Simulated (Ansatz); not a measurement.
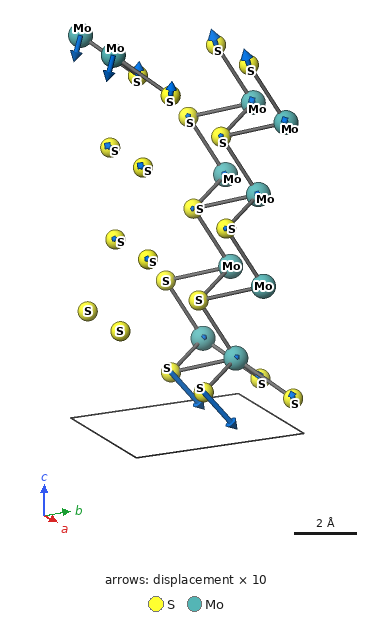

This is a relaxation of a slab of composition MoS$_{2}$ (cut from the R3m phase). The starting structure is drawn; blue arrows show the displacements, magnified 10 times.

A ball-and-stick model of the 2 × 1 repeat of the cell, outlined in the plane, without the vacuum (origin shifted), seen slightly off an axis.

Case: (1 0 1) slab, atoms relaxed. The slab is the (1 0 1) face of MoS2.

These are results of DFT PBEsol, scalar-relativistic, plane waves, PAW in Ansatz 0.2.0, not measurements. Settings: plane-wave cutoff 420 eV; k-point mesh 9 × 4 × 1; occupations gaussian; smearing width 0.05 eV; no spin polarisation; dipole correction; atoms relaxed in a fixed cell; force threshold 0.02 eV/Å; at most 60 steps.

Question: What did the optimiser do to the structure, and how much energy did it gain?

Answer: Over 4 accepted moves (5 points after the start) the energy falls by 0.164 eV per cell of the calculation. The largest force component goes from 1.7 to 0.012 eV/Å. 1 step only repeated the SCF at the same geometry. The largest move relative to the layer's centre is that of an S atom, 0.18 Å at 41° to the normal (−c side). By element the largest moves are S 0.18 Å, Mo 0.09 Å. The lattice vectors keep their values. Near-neighbour distances that change, for instance: Mo–Mo 3.143 → 3.046 Å, Mo–S 2.392 → 2.350 Å, Mo–S 2.392 → 2.422 Å, Mo–S 2.392 → 2.371 Å. Among the angles between lasting bonds that change: S–Mo–S 135.4° → 142.0°, S–Mo–S 82.2° → 85.9°, S–Mo–S 81.3° → 77.7°. Cost: 6.7 min on 2 threads of Arm Neoverse V1, on a shared host, peak memory 1.2 GiB.
